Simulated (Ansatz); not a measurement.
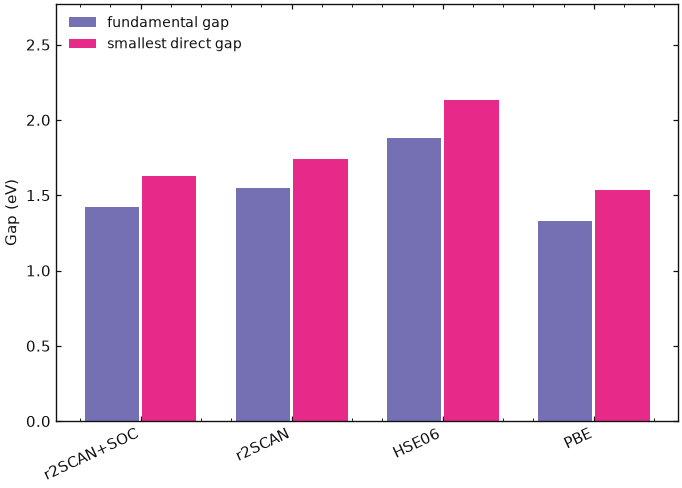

Gaps of PtSe$_{2}$ (slab), 3 atoms in the cell, 1T monolayer type, uniaxial (x) strain +2.0%, at several levels of theory on one cell (Ansatz, plane waves and PAW; edges over the mesh and the special points).

How does the gap depend on the level, and does its kind change?

In rising order: PBE 1.33 eV, r2SCAN+SOC 1.42 eV, r2SCAN 1.55 eV and HSE06 1.88 eV. It is indirect at every level.
